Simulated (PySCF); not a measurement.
# CdTe: single-point calculation

System: CdTe (F-43m, 2 atoms in the cell).
Method: Kohn-Sham DFT of a periodic cell in Gaussian orbitals, PBEsol, DZVP-MOLOPT-SR/GTH-PBE, no spin polarisation (PySCF 2.14.0).

The structure derives from an entry of the Crystallography Open Database. Its volume is 0.94 times that of the source entry. It belongs to a series of runs on one base structure; here: volume scaled by 0.94.

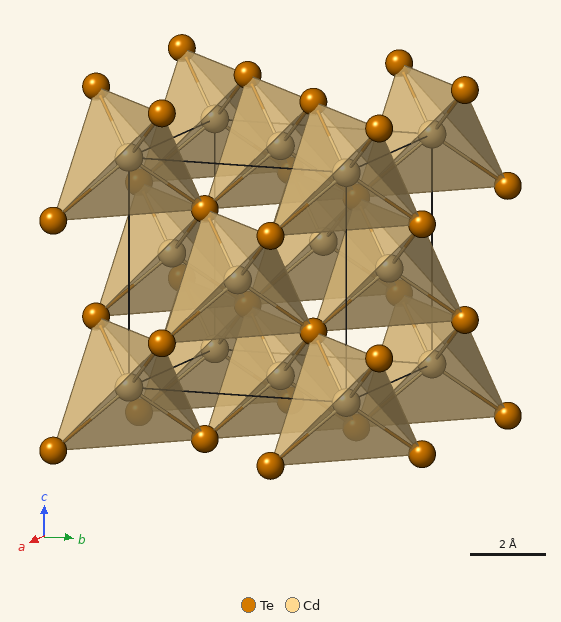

Figure 1. The structure (polyhedral view of the cell 4 times as large as that of the calculation, set on its symmetry axes, seen slightly off an axis; polyhedra are completed across the faces of the cell). An atom can appear more than once, as a periodic image.

**The input**
```python
import json
import numpy as np
from pyscf.pbc import gto, scf, dft, df

cell = gto.Cell()
cell.basis = {'Cd': 'DZVP-MOLOPT-SR-GTH-q12', 'Te': 'DZVP-MOLOPT-SR-GTH-q6'}
cell.pseudo = {'Cd': 'GTH-PBE-q12', 'Te': 'GTH-PBE-q6'}
cell.fromfile('POSCAR', format='poscar')
cell.ke_cutoff = 78  # hartree
cell.exp_to_discard = 0.02
cell.precision = 1e-08
cell.space_group_symmetry = True
cell.symmorphic = False
cell.max_memory = 5880  # MB
cell.verbose = 4
cell.build()

res = {}
kpts = cell.make_kpts([4, 4, 4], space_group_symmetry=True, time_reversal_symmetry=True)
cell.space_group_symmetry = False  # the mesh holds the operations; no search on the supercells of the integral code
mf = dft.KRKS(cell, kpts, xc='pbesol')
mf = mf.multigrid_numint()
mf = mf.smearing(sigma=0.00183747, method='fermi')  # hartree
mf.conv_tol = 1e-07
mf.max_cycle = 60

mf.kernel()
res.update(converged=bool(mf.converged), e_tot=mf.e_tot, nelec=cell.nelectron, nao=cell.nao, mesh=list(map(int, cell.mesh)), a=cell.lattice_vectors().tolist(), coords=cell.atom_coords().tolist(),
           mo_energy=[np.real(x).tolist() for x in mf.mo_energy], mo_occ=[np.real(x).tolist() for x in mf.mo_occ])
res.update(e_free=mf.e_free, e_zero=mf.e_zero)
res.update(kpts=kpts.kpts_scaled_ibz.tolist(), weights=kpts.weights_ibz.tolist())
res['parts'] = {k: float(np.real(v)) for k, v in mf.scf_summary.items() if np.isscalar(v)}
json.dump(res, open('results.json', 'w'))
if not mf.converged:
    raise SystemExit('SCF not converged')

print('levels (eV)')
for i, kp in enumerate(res['kpts'][:40]):
    print('k %7.4f %7.4f %7.4f  ' % tuple(kp), ' '.join('%.3f' % (x * 27.211386) for x in res['mo_energy'][i][:14]))

mf = mf.to_khf()  # unfold to the whole mesh
kpts = mf.kpts
# Mulliken populations
dm, s = np.asarray(mf.make_rdm1()), np.asarray(mf.get_ovlp())
sites = cell.aoslice_by_atom()[:, 2:]
tot = np.einsum('kij,kji->i', dm, s).real / len(kpts)
res['mulliken'] = [cell.atom_charge(i) - tot[a0:a1].sum() for i, (a0, a1) in enumerate(sites)]
print('Mulliken charges', np.round(res['mulliken'], 5))
res['done'] = True
json.dump(res, open('results.json', 'w'))
```

**File POSCAR**
```
CdTe
1.0
    0.0000000000      3.1395734784      3.1395734784
    3.1395734784      0.0000000000      3.1395734784
    3.1395734784      3.1395734784      0.0000000000
Te Cd
1 1
Direct
    0.7500000000      0.7500000000      0.7500000000
    0.0000000000      0.0000000000      0.0000000000
```

Run on 4 threads of Intel Xeon @ 2.50GHz (Skylake/Cascade Lake), 189 GiB of memory available, shared host.

Launch command:
```bash
OMP_NUM_THREADS=4 python -u run.py > log
```

**Log**
```
Discarded 0 diffused primitive functions, 0 contracted functions
time reversal: True
k-points in IBZ                         weights
  0:  0.000000,  0.000000,  0.000000    1/64
  1:  0.500000,  0.500000,  0.000000    3/64
  2:  0.500000,  0.500000,  0.500000    4/64
  3:  0.750000,  0.500000,  0.250000    6/64
  4:  0.750000,  0.750000,  0.000000    6/64
  5:  0.750000,  0.750000,  0.250000    24/64
  6:  0.750000,  0.750000,  0.500000    12/64
  7:  0.750000,  0.750000,  0.750000    8/64

******** <class 'pyscf.pbc.scf.smearing.SmearingKsymAdaptedKRKS'> ********
method = SmearingKsymAdaptedKRKS
initial guess = minao
damping factor = 0
level_shift factor = 0
DIIS = <class 'pyscf.scf.diis.CDIIS'>
diis_start_cycle = 1
diis_space = 8
diis_damp = 0
SCF conv_tol = 1e-07
SCF conv_tol_grad = None
SCF max_cycles = 60
direct_scf = True
direct_scf_tol = 1e-13

******** PBC SCF flags ********
N kpts (BZ) = 64
N kpts (IBZ) = 8
Exchange divergence treatment (exxdiv) = ewald
    madelung (= occupied orbital energy shift) = 0.09659769637199547
    Total energy shift due to Ewald probe charge = -1/2 * Nelec*madelung = -0.869379267348
DF object = <pyscf.pbc.df.fft.FFTDF object>
XC functionals = pbesol
small_rho_cutoff = 0
Uniform grid, mesh = [35 35 35]
Set gradient conv threshold to 0.000316228
nelec by numeric integration = 18.000000000000085
init E= -54.2163751537932
    sigma = 0.00183747  Optimized mu = 0.268187186528  entropy = 0.000112637621695
nelec by numeric integration = 18.00000000000489
    Total E(T) = -54.1430973407311  Free energy = -54.1430975476993  E0 = -54.1430974442152
cycle= 1 E= -54.1430973407311  delta_E= 0.0733  |g|= 0.236  |ddm|= 7.03
    sigma = 0.00183747  Optimized mu = 0.251834579258  entropy = 3.35669447229e-05
nelec by numeric integration = 18.000000000007343
    Total E(T) = -54.1447676949925  Free energy = -54.1447677566708  E0 = -54.1447677258316
cycle= 2 E= -54.1447676949925  delta_E= -0.00167  |g|= 0.205  |ddm|= 2.37
    sigma = 0.00183747  Optimized mu = 0.255781937281  entropy = 3.09109850487e-05
nelec by numeric integration = 18.00000000000615
    Total E(T) = -54.1479704316046  Free energy = -54.1479704884027  E0 = -54.1479704600036
cycle= 3 E= -54.1479704316046  delta_E= -0.0032  |g|= 0.024  |ddm|=  1.1
    sigma = 0.00183747  Optimized mu = 0.256891073191  entropy = 4.02310725747e-05
nelec by numeric integration = 18.00000000000614
    Total E(T) = -54.1480224897524  Free energy = -54.1480225636758  E0 = -54.1480225267141
cycle= 4 E= -54.1480224897524  delta_E= -5.21e-05  |g|= 0.00179  |ddm|= 0.097
    sigma = 0.00183747  Optimized mu = 0.256906230301  entropy = 3.98321914621e-05
nelec by numeric integration = 18.00000000000614
    Total E(T) = -54.1480227330325  Free energy = -54.148022806223  E0 = -54.1480227696278
cycle= 5 E= -54.1480227330325  delta_E= -2.43e-07  |g|= 6.61e-05  |ddm|= 0.00533
    sigma = 0.00183747  Optimized mu = 0.256901990341  entropy = 3.9856061706e-05
nelec by numeric integration = 18.000000000006143
    Total E(T) = -54.1480227335032  Free energy = -54.1480228067375  E0 = -54.1480227701204
cycle= 6 E= -54.1480227335032  delta_E= -4.71e-10  |g|= 1.88e-06  |ddm|= 0.00021
    sigma = 0.00183747  Optimized mu = 0.256901781344  entropy = 3.98551667231e-05
nelec by numeric integration = 18.000000000006132
    Total E(T) = -54.148022733501  Free energy = -54.1480228067336  E0 = -54.1480227701173
Extra cycle  E= -54.148022733501  delta_E= 2.25e-12  |g|= 1.64e-06  |ddm|= 1.4e-05
converged SCF energy = -54.148022733501
levels (eV)
k  0.0000  0.0000  0.0000   -5.369 -2.209 -2.208 -2.208 -1.859 -1.859 6.446 6.446 6.446 7.480 10.879 10.879 10.879 16.260
k  0.5000  0.5000  0.0000   -4.696 -2.024 -1.981 -1.981 -1.809 -1.251 1.519 4.140 4.140 8.604 8.932 16.272 16.521 16.521
k  0.5000  0.5000  0.5000   -4.854 -2.124 -2.124 -1.842 -1.842 -1.419 1.282 5.475 5.475 8.268 11.497 11.497 13.786 16.444
k  0.7500  0.5000  0.2500   -4.700 -2.042 -2.037 -1.898 -1.856 -1.122 1.642 3.608 3.678 10.993 11.198 12.144 12.678 17.231
k  0.7500  0.7500  0.0000   -5.031 -2.103 -2.103 -2.037 -1.843 -1.834 3.509 5.074 5.074 9.283 9.815 13.220 13.220 13.557
k  0.7500  0.7500  0.2500   -4.778 -2.082 -2.050 -1.920 -1.831 -1.366 1.767 3.892 4.727 9.292 11.150 12.779 13.411 16.306
k  0.7500  0.7500  0.5000   -4.861 -2.100 -2.099 -1.871 -1.869 -1.551 2.227 3.792 5.427 9.749 11.842 12.297 12.359 14.683
k  0.7500  0.7500  0.7500   -5.114 -2.160 -2.160 -1.985 -1.858 -1.858 3.347 5.897 5.897 8.539 11.536 11.536 12.193 15.225
Mulliken charges [ 0.34017 -0.34017]
```

**Summary**

| quantity | value |
| --- | --- |
| outcome | converged |
| space group (tolerance 0.01 Å) | F-43m (216) |
| electrons treated | 18 |
| free energy | −1473.4428 eV |
| total energy | −1473.4428 eV |
| Fermi energy | 6.991 eV |
| gap on the k-point mesh | 1.03 eV |
| wall time | 6.1 min (CPU time 23 min) |
| peak memory | 1.2 GiB |
